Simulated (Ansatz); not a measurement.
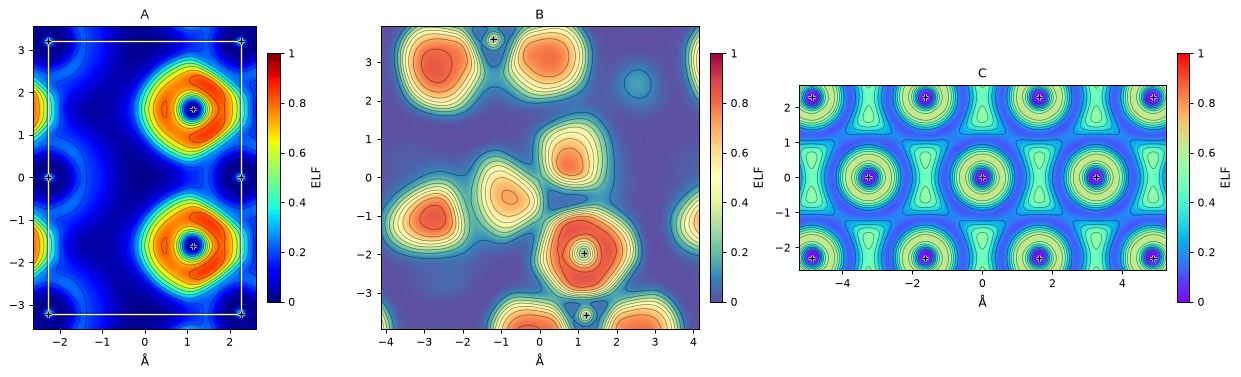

The ELF of 3 systems, each on a plane through atoms (crosses mark nuclei in the plane).

Computed with DFT PBE, scalar-relativistic, plane waves, PAW (Ansatz).

System 1: GaN, the (101) plane of the conventional cell. Space group F-43m; a structure from a database of computed crystals, not necessarily the ambient phase.

System 2: Ti, the (11̄0) plane of the conventional cell. Space group Im-3m; computed without spin polarisation.

```xyz
2
Lattice="3.2555 0.0000 0.0000 0.0000 3.2555 0.0000 0.0000 0.0000 3.2555" Properties=species:S:1:pos:R:3 pbc="T T T"
Ti    0.0000    0.0000    0.0000
Ti    1.6278    1.6278    1.6278
```

System 3: SiO2, the (111) plane of the conventional cell. Space group P6₂22; a structure from a database of computed crystals, not necessarily the ambient phase.

```
Si O
1.0
     5.10538    0.00000    0.00000
    -2.55269    4.42139    0.00000
     0.00000    0.00000    5.58505
Si O
3 6
Direct
  0.00000 0.50000 0.66667
  0.50000 0.50000 0.33333
  0.50000 0.00000 0.00000
  0.79198 0.58396 0.50000
  0.20802 0.79198 0.83333
  0.58396 0.79198 0.16667
  0.20802 0.41604 0.50000
  0.79198 0.20802 0.83333
  0.41604 0.20802 0.16667
```

Q: Match each panel to its system.

A: Panel A is system 1, GaN: the plane holds Ga and N. Ga–N (1.97 Å): the ELF peaks at about 0.85 in the valence shell of N, 0.7 Å from its nucleus, and is about 0.45 at the midpoint. Panel B is system 3, SiO2: the plane holds Si and O. Si–O (1.62 Å): the ELF peaks at about 0.85 between the atoms: a short, strongly polar bond. Panel C is system 2, Ti: the plane holds Ti. Ti–Ti (2.82 Å): the ELF is about 0.20 at the midpoint (no shared electron pair shows on this line).
